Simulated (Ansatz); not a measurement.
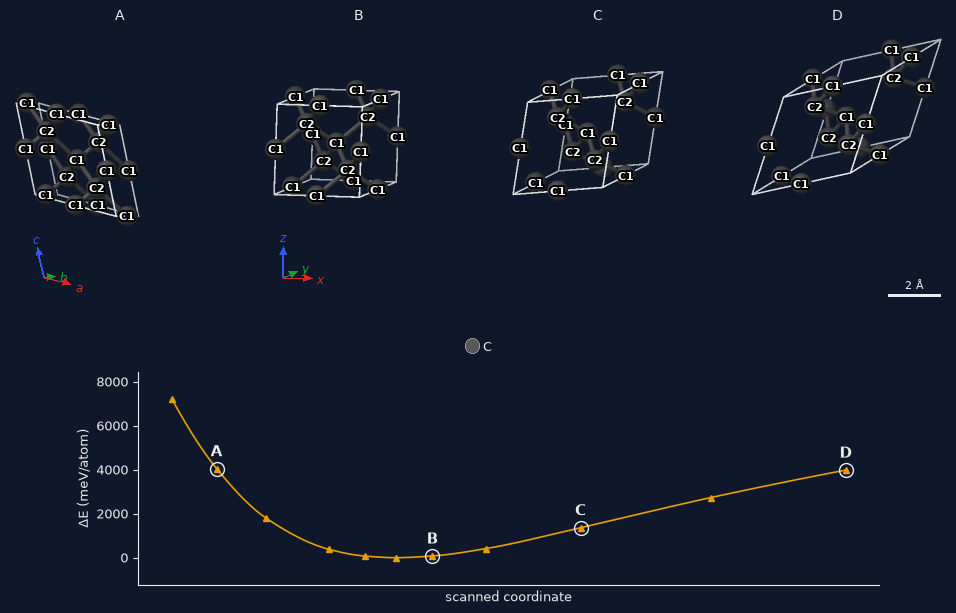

Frames of a one-coordinate scan of a crystal of C (Fd-3m). x, y and z are the Cartesian axes of the input. The picture is a ball-and-stick view of the conventional cell (4 times the calculation's cell), seen slightly off an axis. Lengths and directions refer to the drawn axes.

Theory: Ansatz 0.2.0, DFT PBE, scalar-relativistic, plane waves, PAW. Settings: plane-wave cutoff 420 eV; k-point mesh 12 × 12 × 12; occupations gaussian; smearing width 0.05 eV; no spin polarisation. Energies (free energies at the smearing named) are counted from the cell as listed in its source, which wasn't relaxed.

**Which coordinate changes from frame to frame?**

The ratio of the cell's length along [111] to its lengths across, counted as 1 for the reference, is changed at fixed volume (a trigonal path), with the atoms kept at their fractional coordinates. In the frames the relative ratio is 0.60 (A), 1.08 (B), 1.41 (C), 2.00 (D). Of the computed points the lowest is at the relative ratio 1.00, 0 meV/atom. At the ends of the scan the energy is 7223 meV/atom (0.50) and 3980 meV/atom (2.00). The unrelaxed reference is under a pressure of 1.8 GPa. The distortion takes the space group from Fd-3m to R-3m. At the relative ratio 2.00 the cell of the drawing goes a 3.567 → 4.004 Å, b 3.567 → 4.004 Å, c 3.567 → 4.004 Å, α 90.0° → 60.0°, β 90.0° → 60.0°, γ 90.0° → 60.0°. The band gap on the mesh, 4.16 eV in the reference, closes at 0.50, 0.60, 1.41, 1.70, 2.00.
